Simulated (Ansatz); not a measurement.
Here is a crystal structure:

```
CELL_PARAMETERS angstrom
2.51134 0.00000 0.00000
-1.25567 2.17488 0.00000
0.00000 0.00000 31.00799
ATOMIC_POSITIONS crystal
C 0.66667 0.33333 0.30852
C 0.00000 0.00000 0.02482
C 0.66667 0.33333 0.22464
C 0.00000 0.00000 0.10870
C 0.66667 0.33333 0.17496
C 0.00000 0.00000 0.15837
C 0.33333 0.66667 0.30342
C 0.33333 0.66667 0.04152
C 0.33333 0.66667 0.24133
C 0.33333 0.66667 0.09200
C 0.33333 0.66667 0.64185
C 0.66667 0.33333 0.35815
C 0.33333 0.66667 0.55797
C 0.66667 0.33333 0.44203
C 0.33333 0.66667 0.50830
C 0.66667 0.33333 0.49170
C 0.00000 0.00000 0.63676
C 0.00000 0.00000 0.37485
C 0.00000 0.00000 0.57467
C 0.00000 0.00000 0.42533
C 0.00000 0.00000 0.97518
C 0.33333 0.66667 0.69148
C 0.00000 0.00000 0.89130
C 0.33333 0.66667 0.77536
C 0.00000 0.00000 0.84163
C 0.33333 0.66667 0.82504
C 0.66667 0.33333 0.97009
C 0.66667 0.33333 0.70819
C 0.66667 0.33333 0.90800
C 0.66667 0.33333 0.75867
```

Summarise the structure in words.

Answer. The element is carbon. Space group R3m (No. 160), lattice rhombohedral (trigonal R). The cell holds 30 atoms. Counting atoms within bonding range gives coordination numbers of C 3 to 4 (mean 3.8). The bonds build C layers parallel to (001).

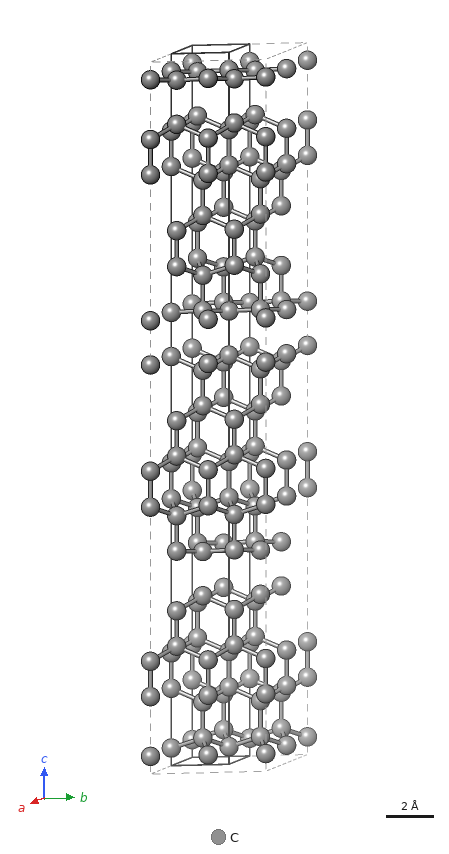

Ball-and-stick drawing of the structure, looking slightly off an axis. One conventional unit cell is drawn solid; the view covers 2×2×1 cells.

The structure comes from an entry, possibly a prediction, of the Crystallography Open Database. The cell was then strained or its atoms displaced on purpose. A calculation with Ansatz used it as input.

At this level of theory the run's own cell isn't at rest (compressed, at 8 GPa and forces up to 11.3 eV/Å), so its distances can differ from those at equilibrium, the more so the softer the solid.
